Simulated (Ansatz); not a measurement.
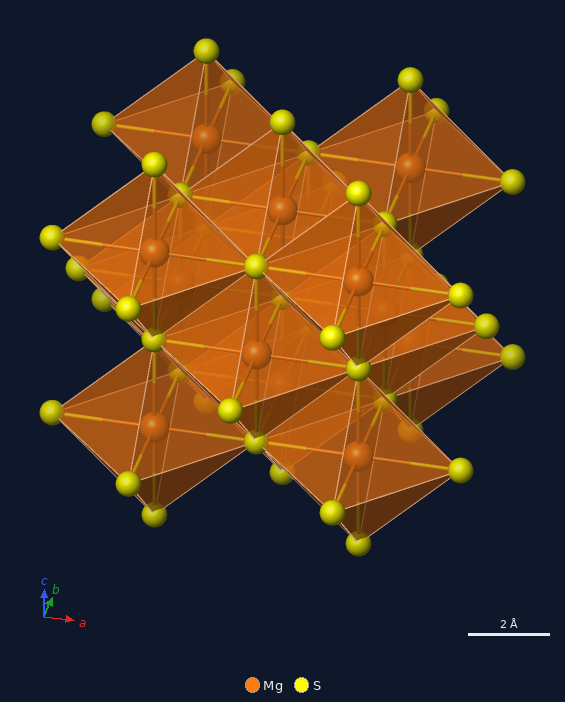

*The input geometry (polyhedral view of the cell 4 times as large as that of the calculation, set on its symmetry axes, seen at an oblique angle; polyhedra are completed across the faces of the cell).*

## Run report: MgS, single-point calculation

MgS (Fm-3m, 2 atoms in the cell), computed with DFT r2SCAN, scalar-relativistic, plane waves, PAW, no spin polarisation (Ansatz 0.2.0).

The structure derives from an entry of the Crystallography Open Database. Figures and captions count atoms from 1; the log counts them from 0 in places.

Output
```
scf.n_extra_bands = 6 over 8 filled bands (N_el = 16.0): the run solves 14 bands
Engine: ansatz 0.2.0, x86_64-unknown-linux-gnu
Pseudopotentials: kind: paw
Pseudopotential: Mg, paw, valence charge 10, recommended cutoff 500 eV (meta_gga), Mg.paw.azcp
Pseudopotential: S, paw, valence charge 6, recommended cutoff 500 eV (meta_gga), S.paw.azcp
Functional definition: r2SCAN
  parameter k0 = 0.174
  parameter k1 = 0.065
  parameter a1 = 4.9479
  exchange = r2scan_x(k0 = k0, k1 = k1, a1 = a1)
  correlation = r2scan_c
Crystal: 2 atoms, lattice volume = 35.219 Å³
Basis set: ecut = 500 eV, 893 PW (Γ), exchange–correlation on 108×108×108 points (64 copies of the dense FFT grid, shifted against one another)
Bands: 14, of which v1, the nominal top of the filled ones, is band 8 counted from 1 (7 counted from 0)
Symmetry: 48 space group operations
Space group: Fm-3m (ITA 225), of the structure as read, at distance tolerance 3.3e-5 Å
k-points: 29 of 512
Non-local potential: Mg, projectors of the file, l = 0: 3, l = 1: 2, l = 2: 1
Non-local potential: S, projectors of the file, l = 0: 2, l = 1: 2, l = 2: 2
PAW form: soft (Blöchl's): semilocal exchange-correlation on the pseudo side does not see the compensation charge
PAW frozen core: Mg, regenerated for the run's functional (the file was generated under x = pbe(κ = 0.804, μ = 0.2195149727645171), c = pbe(β = 0.06672455060314922))
PAW frozen core: S, regenerated for the run's functional (the file was generated under x = pbe(κ = 0.804, μ = 0.2195149727645171), c = pbe(β = 0.06672455060314922))
PAW one-centre angular grid: Mg, 302 points (default); XC on 224 Gauss nodes
PAW one-centre angular grid: S, 302 points (default); XC on 160 Gauss nodes
Initial density: superposition of atomic densities (neutral atoms: chi_scale 0, normalization atom), corrected by the library's trained network
Initial wavefunctions: pseudopotential atomic-orbital guess
Functional: x = r2scan, c = r2scan; τ floored in thin density (d = 2e-4 eV/Å³)
SCF iter   1: F=—  HF=-2835.529405 eV  |F-HF|=—  |Δ(HF+E_count)|=         —  Δρ=7.02e-3  dr2=6.66e-3  dr2_τ=7.40e-3  ethr=1.77e-3  ⟨swp⟩=6.1  Hψ=2547  notcnv=0  defer=1
preconditioner: auto → none  [insulator: Δε(μ)=3.396 eV  Ē_g=14.392 eV  σ=0.020 eV  W_gap=1.00  n_scr=8 (ndim 8)  ℏωp=17.7 eV  f_vac=0.000  D(μ)=0.00/eV (n_scr^D=0)  ε∞_Penn≈2.5]
SCF iter   2: F=—  HF=-2835.575761 eV  |F-HF|=—  |Δ(HF+E_count)|=   4.64e-2  Δρ=2.89e-3  dr2=2.04e-3  dr2_τ=5.11e-5  ethr=4.16e-5  ⟨swp⟩=2.3  Hψ=1006  notcnv=0  defer=49
SCF iter   3: F=—  HF=-2835.576083 eV  |F-HF|=—  |Δ(HF+E_count)|=   3.23e-4  Δρ=8.02e-4  dr2=1.79e-4  dr2_τ=1.65e-5  ethr=1.27e-5  ⟨swp⟩=2.1  Hψ=598  notcnv=0  defer=49
SCF iter   4: F=—  HF=-2835.576045 eV  |F-HF|=—  |Δ(HF+E_count)|=   3.84e-5  Δρ=1.34e-4  dr2=3.48e-6  dr2_τ=5.51e-7  ethr=1.12e-6  ⟨swp⟩=2.0  Hψ=459  notcnv=0  defer=49
SCF iter   5: F=—  HF=-2835.576045 eV  |F-HF|=—  |Δ(HF+E_count)|=   2.57e-7  Δρ=1.14e-5  dr2=1.24e-8  dr2_τ=4.19e-9  ethr=2.17e-8  ⟨swp⟩=2.6  Hψ=559  notcnv=0  defer=49
SCF iter   6: F=-2835.576045 eV  HF=-2835.576045 eV  |F-HF|=8.78e-9  |Δ(HF+E_count)|=   2.66e-8  Δρ=5.38e-6  dr2=1.13e-8  dr2_τ=5.22e-10  ethr=7.78e-11  ⟨swp⟩=9.5  Hψ=2454  notcnv=0
SCF 1 converged in 6 iterations: F = -2835.576045 eV  dr2 = 1.13e-8
  greatest PAW one-centre occupation: 1.000 electrons in one spin orbital (limit 2), on the Mg atom at site 0 (counted from 0), in its partial waves of l = 0
```

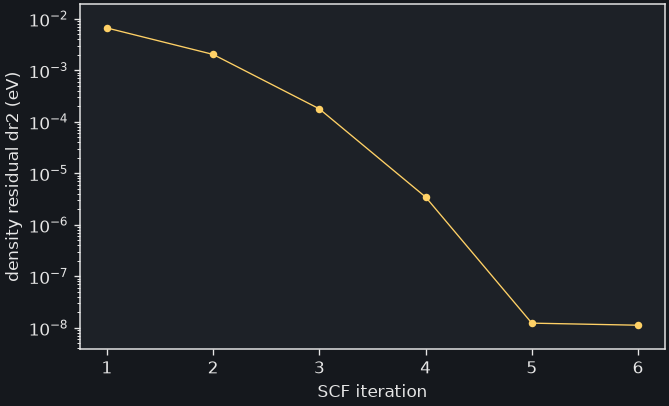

*Convergence of the self-consistent field: density residual dr2 against the SCF iteration.*

The residual falls at every step.

```
NSCF: frozen V_eff on 86 k-points
NSCF: frozen V_eff on 72 k-points
SCF converged after 6 iterations
Free energy (F): -2835.576045 eV
Harris-Foulkes:  -2835.576045 eV  (|F-HF|=8.78e-9)
Internal energy: -2835.576045 eV  (E = F + TS)
E sigma→0 (E₀):  -2835.576045 eV
Fermi energy:    7.890133 eV
--- Per-component energies (eV) ---
  E_band       = -349.386932
  E_kinetic    = 184.896269
  E_local      = -1667.169156  (includes V_loc(G=0)·N_el)
  E_nonlocal   = 123.581956
  E_hartree    = 593.956165
  E_xc         = -120.722898
  E_vxc        = -136.252068  (∫ρ·V_xc dr)
  E_paw        = -906.242384  (= ΣΔE_a)
  E_vpaw       = -49.340074  (= ΣTr[D̂ρ^β])
  E_aug_tail   = -0.000001  (compensation charges beyond the density's cutoff)
  E_vtau       = 6.985459  (kinetic-family band-sum trace: ∫τ·v_τ [+ j·A + Jᵃ·Aᵃ] dr)
  E_ewald      = -1043.740020
  E_core_change = -0.135975  (= ΣΔE_core)
  E_smearing   = -0.000000  (= −TS)
  E_closure    = 0.000000  (closes the sum)
  Σ components = -2835.576045   (vs F -2835.576045, Δ=0.00e0)
--- Forces (eV/Å), atoms counted from 1 ---
  atom   1  Mg    -0.00000000     0.00000000    -0.00000000
  atom   2  S      0.00000000    -0.00000000    -0.00000000
  max |Σ_I F_I| component: 4.50e-30 eV/Å
--- Stress (GPa, compression-positive) ---
       -0.008490       0.000000      -0.000000
       -0.000000      -0.008490       0.000000
        0.000000       0.000000      -0.008490
  P = ⅓ Tr σ = -0.0085 GPa (-0.085 kbar)
--- Band table (eV; the first three rows and the last of 29) ---
  k-point 0: bands = ["-71.3920", "-36.4907", "-36.4907", "-36.4907", "-7.0266", "6.1589", "6.1589", "6.1589", "10.7994", "14.6413", "14.6413", "14.6413", "16.9973", "16.9973"]
  k-point 1: bands = ["-71.3920", "-36.4917", "-36.4908", "-36.4908", "-6.8705", "5.1479", "6.0529", "6.0529", "11.5513", "14.3840", "14.9033", "14.9033", "16.4482", "16.4482"]
  k-point 2: bands = ["-71.3919", "-36.4940", "-36.4911", "-36.4911", "-6.4490", "3.3642", "5.8206", "5.8206", "11.8701", "14.5587", "14.5587", "15.2783", "17.0598", "17.0598"]
  k-point 28: bands = ["-71.3917", "-36.4948", "-36.4948", "-36.4932", "-5.2620", "2.8807", "2.8807", "3.8148", "12.0771", "14.7536", "14.7536", "14.9647", "21.6877", "21.6877"]
--- Löwdin populations: 2 sites ---
  site symbol       q [e]
     0     Mg      8.5226
     1      S      7.3390
  spilling = 0.008647 (of n_electrons = 16.000000)
--- Bader charges: 2 sites ---
  site symbol  charge [e]  shift [e]
     0     Mg      1.7110     0.0011
     1      S     -1.7110     0.0011
  estimated error of the sums over rays = 1.5e-4 e
```

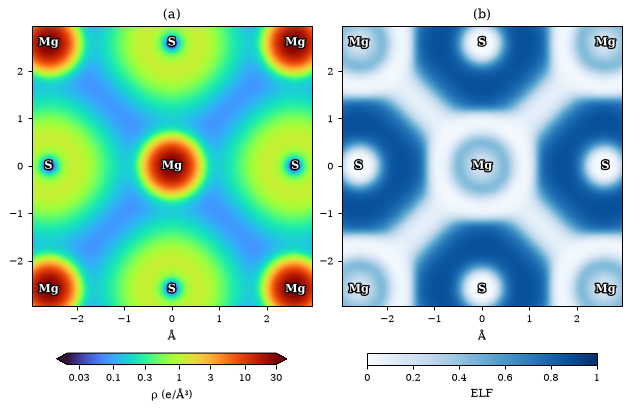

*(a) valence charge density (pseudo); (b) ELF on the (010) plane of the conventional cell.*

The plane passes through Mg and S nuclei. Mg–S (2.60 Å): the density is about 0.27 e/Å³ at the midpoint; the ELF is about 0.75 at the midpoint (a largely ionic contact). Away from the nuclei the density in this plane falls to 0.08 e/Å³ at its lowest. The fields are those of the smooth PAW valence density.

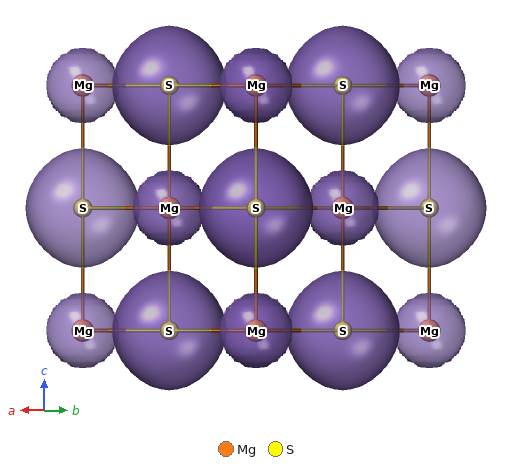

*Isosurface of the valence electron density at 0.3 e/Å³ (purple), seen along [110]. Sticks mark near contacts. The outline is the cell set on symmetry axes.*

At this value the density breaks into separate islands; it holds about 80 % of the electrons treated as valence (semicore included). It is pinched off along the Mg–S (2.60 Å) contacts. On the grid the lowest density along these lines, outside the cores, is 0.17 e/Å³ (Mg–S, 2.60 Å).

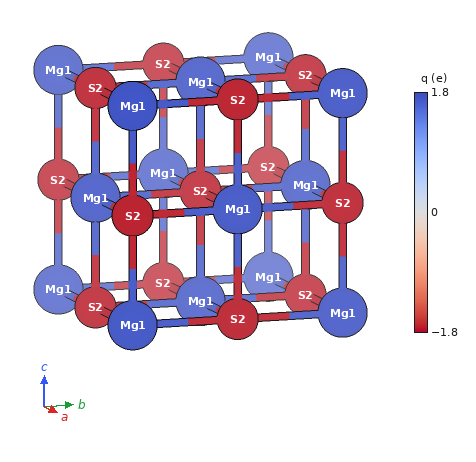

*Bader charges, as the colour of each atom (ball-and-stick view of the cell 4 times as large as that of the calculation, set on its symmetry axes, seen slightly off an axis; atoms are numbered from 1 in the order of the input).*

By element: Mg +1.71 and S −1.71 e.

This output came from the following input.

Input
```yaml
crystal:
  lattice:
    - [0.0, 2.60165, 2.60165]
    - [2.60165, 0.0, 2.60165]
    - [2.60165, 2.60165, 0.0]
  atoms:
    - { symbol: Mg, position: [0.0, 0.0, 0.0] }
    - { symbol: S, position: [0.5, 0.5, 0.5] }
basis:
  ecutwfc: 500
kpoints:
  mp_grid: { grid: [8, 8, 8] }
  band_path:
    path:
      - [[0.0, 0.0, 0.0], [0.5, 0.0, 0.5], [0.625, 0.25, 0.625]]
      - [[0.375, 0.375, 0.75], [0.0, 0.0, 0.0], [0.5, 0.5, 0.5], [0.5, 0.25, 0.75], [0.5, 0.0, 0.5]]
    npoints: 14
hamiltonian:
  xc: r2scan
scf:
  occupations: { method: gaussian, width: 0.02 }
  n_extra_bands: 6
output:
  forces: true
  stress: true
  eigenvalues: true
  populations: true
  dos: { projected: true, de: 0.02, nscf_kmesh: { grid: [12, 12, 12] } }
  bader: true
  write_density: true
  write_potential: true
  elf: true
  volumetric_format: npy
```

Launched with:
```bash
ansatz run input.yaml --threads 1 --pin off --max-ram 2560MiB --backend cpu --events-out ev --progress --plain --runs-dir out
```

Key numbers

```csv
quantity,value
outcome,converged
space group (tolerance 0.01 Å),Fm-3m (225)
electrons treated,16
free energy,−2835.5760 eV
Fermi energy,7.890 eV
gap on the k-point mesh,3.46 eV
gap on the band path,3.46 eV
pressure,−0.01 GPa
largest force (length of the vector),under 0.001 eV/Å
hardware,"1 thread of Intel Xeon @ 2.90GHz (Ice Lake), 192 GiB of memory available, shared host"
wall time,17 s
peak memory,0.44 GiB
```
